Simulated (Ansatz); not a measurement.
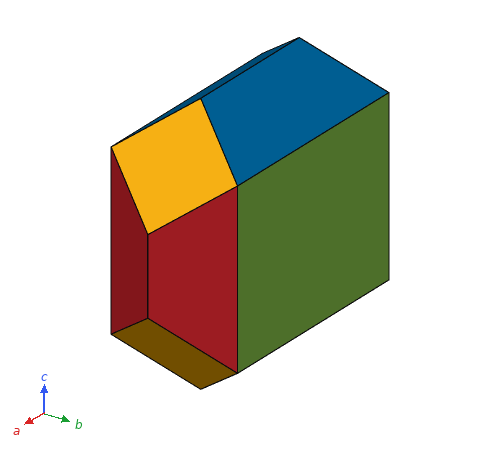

The shape was computed with the Donnay–Harker form of the Bravais–Friedel law: planes with larger spacing d grow more slowly and so show as larger faces; centring, glide planes and screw axes halve or divide d. Faces of one form share a colour. Cell of SnO: space group Pmn2_1 (No. 31), a = 3.355 Å, b = 5.674 Å, c = 4.222 Å, α = 90.00°, β = 90.00°, γ = 90.00°. The structure is the input geometry of an electronic-structure calculation and need not be at equilibrium. Forms under 0.4 % of the area are left out. Forms are taken in the Laue class: a face and its opposite count as one form.

Which form is which colour?

Answer. green: {010} (d = 5.67 Å, 37 % of the area); blue: {011} (d = 3.39 Å, 29 % of the area); red: {110} (d = 2.89 Å, 19 % of the area); yellow: {101} (d = 2.63 Å, 16 % of the area).
